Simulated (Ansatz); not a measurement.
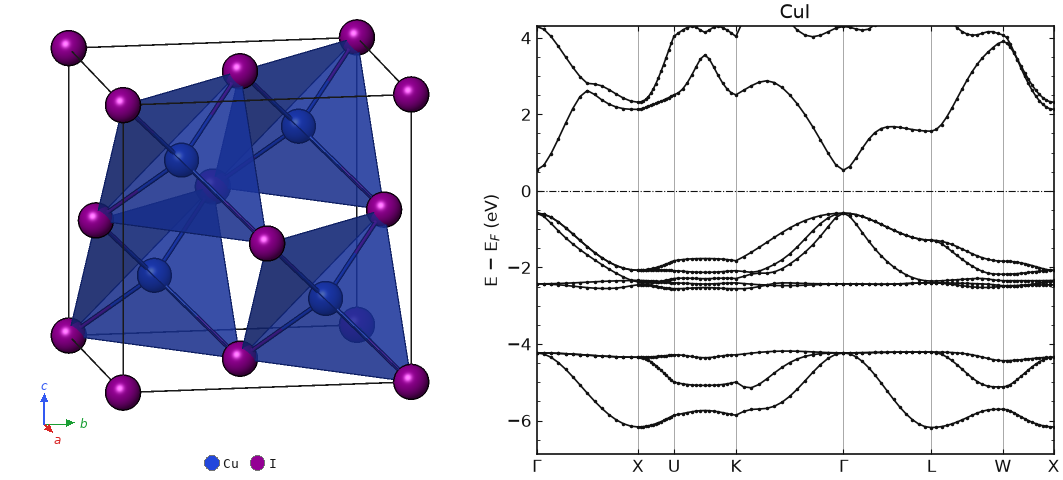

Band structure, beside the structure. Energies are counted from the Fermi level. The path runs straight from each named point to the next.

The material is CuI, space group F-43m, 2 atoms in the cell.

Computed with Ansatz 0.2.0: DFT, PBE, PAW with Ansatz's default frozen-core files, scalar-relativistic, no spin polarisation, 9×9×9 k mesh, 420 eV cutoff.

**What does the band structure say about the gap?**

The bands leave a gap. The gap along this path is 1.12 eV and direct: both edges lie at Γ.

Spin-orbit coupling is left out, which matters for I.
